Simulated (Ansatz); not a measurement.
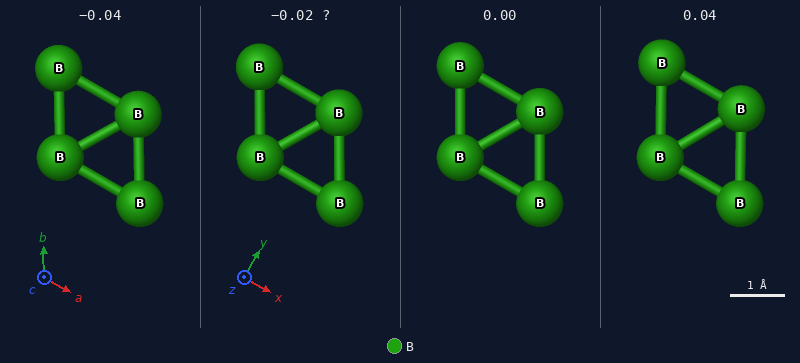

Crystalline B (P6/mmm): the cell is strained along y alone, with the atoms kept at their fractional coordinates. x, y and z are the Cartesian axes of the input. A ball-and-stick model of the cell of the calculation, seen along the c axis.

Level of theory: DFT LDA, scalar-relativistic, plane waves, PAW (Ansatz). Settings: plane-wave cutoff 420 eV; k-point mesh 33 × 33 × 14; occupations gaussian; smearing width 0.15 eV; no spin polarisation. Energies (free energies at the smearing named) are counted from the cell as listed in its source, which wasn't relaxed.

```csv
strain,E − E(ref) (meV/atom)
−0.040,25.6
−0.030,12.2
−0.020,?
−0.010,−0.2
0.000,0.0
0.010,4.1
0.020,11.6
0.030,21.9
0.040,34.4
```

### Fill in the missing row.

A straight line between the two neighbours gives 6.0 meV/atom. A cubic through the four nearest rows (−0.040, −0.030, −0.010, 0.000) gives, with Lagrange weights, (−0.1667)(25.6) + (0.6667)(12.2) + (0.6667)(−0.2) + (−0.1667)(0.0) = 3.7 meV/atom. The calculation gives 3.7 meV/atom, so the cubic is right to the digits shown and the straight line 2.3 meV/atom too high, as the curve bends upwards here.

The whole profile:

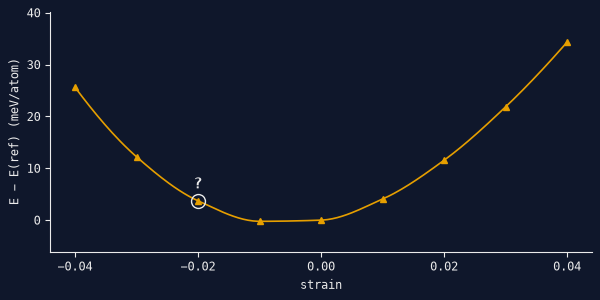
